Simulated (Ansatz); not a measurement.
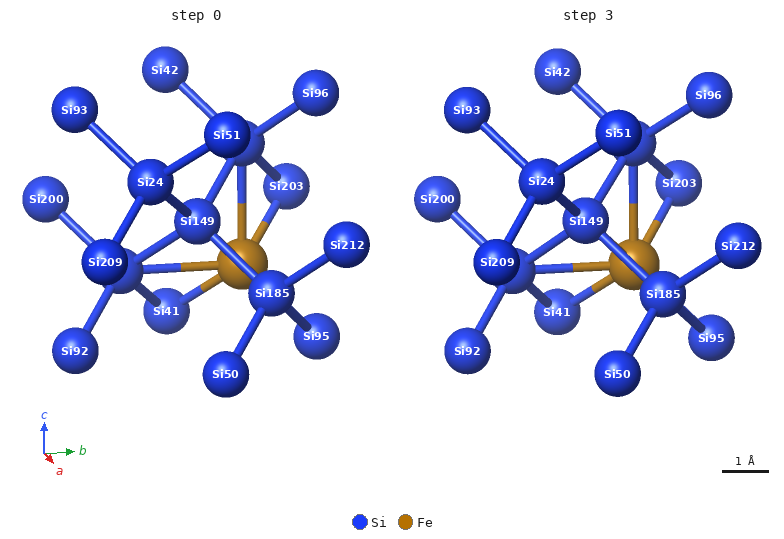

The structure of a defect cell of composition Si$_{216}$Fe (cell charge +1) before (left) and after (right) a relaxation, at one scale.

Style: ball-and-stick. Shown: the atoms within 4.2 Å of the atom that moves most (axes of the cell of the calculation), slightly off an axis.

The calculation used DFT, PBEsol, PAW, plane waves (Ansatz). (plane-wave cutoff 420 eV; k-point mesh 1 × 1 × 1; mesh shifted by (0.25, 0.25, 0.25); collinear spin; atoms relaxed in a fixed cell; force threshold 0.03 eV/Å; at most 80 steps)

> What changed between the two?

The energy falls by 1.698 eV per cell of the calculation in 3 geometry steps. The largest force component goes from 1.2 to 0.0084 eV/Å. A Si atom moves most: 0.10 Å along [1 −3 1]. Largest moves by element: Si 0.10 Å, Fe 0.04 Å. The lattice vectors keep their values. Near-neighbour distances that change, for instance: Fe–Si 2.708 → 2.618 Å, Fe–Si 2.330 → 2.414 Å, Fe–Si 2.328 → 2.392 Å, Fe–Si 2.349 → 2.393 Å. Bond angles that change, for instance: Si–Si–Si 108.8° → 113.8°, Si–Si–Fe 70.8° → 66.4°, Si–Si–Si 107.3° → 111.6°. The run took 67 s on 1 × NVIDIA GB300 Max-Q with 8 threads of Arm Neoverse-V2, peak memory 3.4 GiB.

Limits of the set-up: the cell is charged, on a uniform background, and energies carry no finite-size correction.
